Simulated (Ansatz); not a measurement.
System: HgSe.

The calculation's input:

```
crystal:
  lattice:
    - [0.0, 3.039, 3.039]
    - [3.039, 0.0, 3.039]
    - [3.039, 3.039, 0.0]
  atoms:
    - { symbol: Hg, position: [0.005278, -0.008252, 0.010927] }
    - { symbol: Se, position: [0.75446, 0.734836, 0.760528] }
hamiltonian:
  xc: pbe
  pseudopotentials: { kind: paw }
kpoints:
  mp_grid: { grid: [8, 8, 8] }
scf:
  occupations: { method: fermi_dirac, width: 0.05 }
output:
  forces: true
  stress: true
  eigenvalues: true
  write_density: true
  write_potential: true
  elf: true
  volumetric_format: npy
```

Command:

```sh
ansatz run input.yaml --threads 1 --pin off --max-ram 2560MiB --backend cpu --events-out ev --progress --plain --runs-dir out
```

Below, planes, directions and counts refer to the conventional cell (a = 7.44 Å, b = 4.30 Å, c = 4.30 Å, α = 90.00°, β = 125.26°, γ = 90.00°).

Space group Cm; changed on purpose from its base cell (atoms moved at random by about 0.05 A); computed pressure about 5 GPa in this cell.

All numbers below come from Kohn-Sham DFT of a periodic cell, PBE, Ansatz PAW (Ansatz).

Predict the valence pseudo-density and electron localisation function between the atoms.

Hg–Se (2.61 Å): ρ is about 0.45 e/Å³ halfway; the ELF is about 0.35 at the midpoint and 0.25 at its lowest between the atoms.

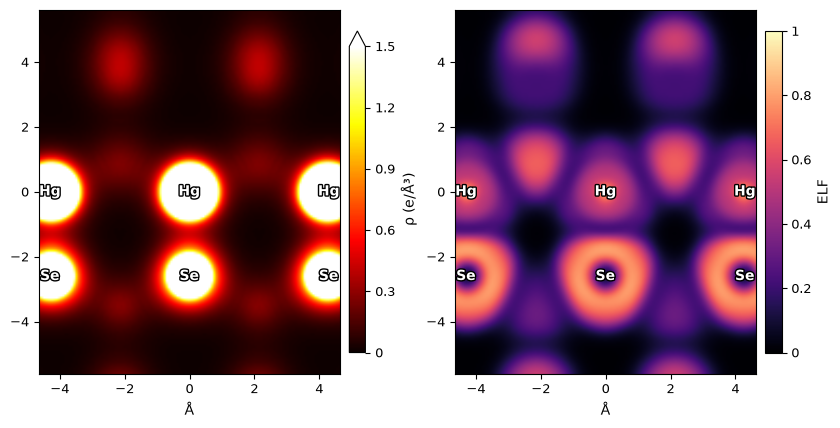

Computed valence pseudo-density and electron localisation function on the (101) plane of the conventional cell, in this order. 

Core electrons are frozen (PAW), and the valence fields are smoothed inside the atomic spheres.
